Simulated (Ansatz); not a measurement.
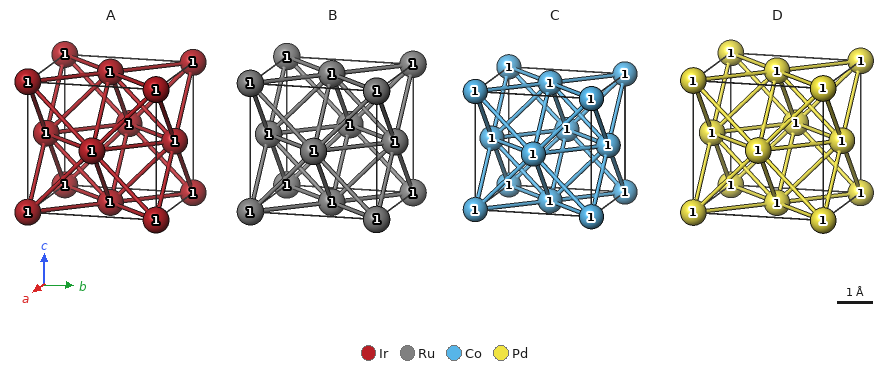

One structure type (space group Fm-3m for the parent) with different elements on its sites, each relaxed in cell and atoms to zero pressure (within 0.1 GPa). Style: ball-and-stick. Shown: the conventional cell (4 times the calculation's cell), slightly off an axis. Lengths and directions refer to the drawn axes.

The calculation used Ansatz, DFT PBEsol, scalar-relativistic, plane waves, PAW. Set-up: plane-wave cutoff 420 eV; occupations gaussian; smearing width 0.1 eV. The k-mesh is chosen for each cell (18×18×18, 20×20×20). Spin polarisation is switched on in some of the runs only.

Question: Give the formulas, and rank the crystals by volume per atom, smallest first.

Answer: C = Co (10.4 Å³), B = Ru (13.4 Å³), A = Ir (14.0 Å³), D = Pd (14.5 Å³).
